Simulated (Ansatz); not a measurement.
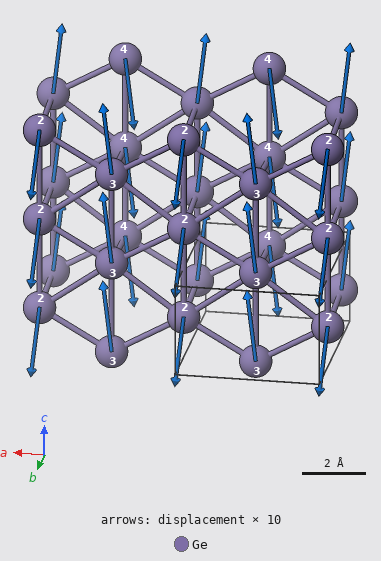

This is a relaxation of crystalline Ge (built on the N_62 type). The starting structure is drawn; blue arrows show the displacements (the part carried along by the change of the cell is left out), magnified 10 times.

The picture is a ball-and-stick view of the cell of the calculation, repeated 2 × 1 × 3 with one cell outlined, seen from a free direction.

Case: N type (Pnma, No. 62).

Theory: DFT PBE, scalar-relativistic, plane waves, PAW in Ansatz. (plane-wave cutoff 420 eV; k-point mesh 10 × 8 × 16; occupations gaussian; smearing width 0.1 eV; no spin polarisation; cell and atoms relaxed; force threshold 0.01 eV/Å; at most 80 steps)

### What happened in the run?

The largest moves relative to the cell, 0.24 Å, are those of Ge atoms. Cell: a 4.661 → 5.176 Å (+11.0 %), b 5.515 → 5.228 Å (−5.2 %), c 3.040 → 2.854 Å (−6.1 %). Volume −1.2 %. Some distances before and after: Ge–Ge 2.883 → 3.320 Å, Ge–Ge 3.040 → 2.854 Å, Ge–Ge 2.764 → 2.694 Å, Ge–Ge 2.690 → 2.702 Å. Bond angles that change, for instance: Ge–Ge–Ge 120.1° → 146.7°, Ge–Ge–Ge 172.4° → 152.0°, Ge–Ge–Ge 90.9° → 94.0°. The space group (tolerance 0.01 Å) goes from Pnma (No. 62) to Imma (No. 74). The energy falls by 32.3 meV per atom in 9 accepted moves (11 points after the start). Largest force component: 0.062 eV/Å at the start, 0.00035 eV/Å at the end. The pressure goes from 0.01 to −0.02 GPa. The SCF was repeated twice at an unchanged geometry on a basis and grid sized afresh for the cell, which shifted the energy by 0.6 meV per atom at most. The run took about 3 core-minutes on a shared host.
